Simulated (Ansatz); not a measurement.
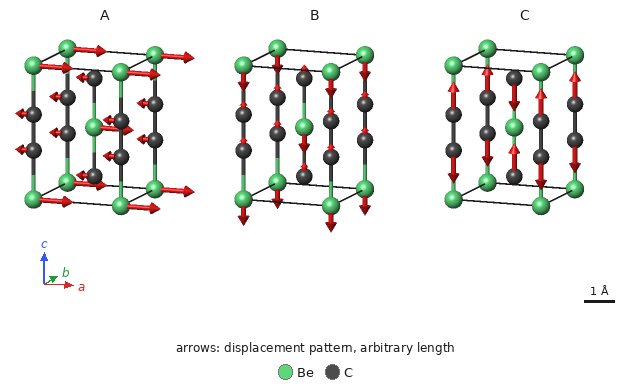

Modes of solid BeC2 (a generated structure) relaxed at 22 GPa, space group I4/mmm (No. 139), at the zone centre (one member of each degenerate set). The red arrows are the displacements of the atoms (eigenvector over the root of the mass), of arbitrary overall length and sign. The picture is a ball-and-stick view of the conventional cell (2 times the calculation's cell), seen from a free direction. Lengths and directions refer to the drawn axes.

Computed with DFT PBE, scalar-relativistic, plane waves, PAW (Ansatz 0.2.0).

Frequencies are those without the non-analytic (LO–TO) term.

Q: Give the symmetry species and the selection rules of each.

A: A is E_u, infrared-active by symmetry (467i cm⁻¹). B is A₂u, infrared-active by symmetry (1061 cm⁻¹). C is A₁g, Raman-active by symmetry (1944 cm⁻¹). The crystal has a centre of inversion, so no mode is both.
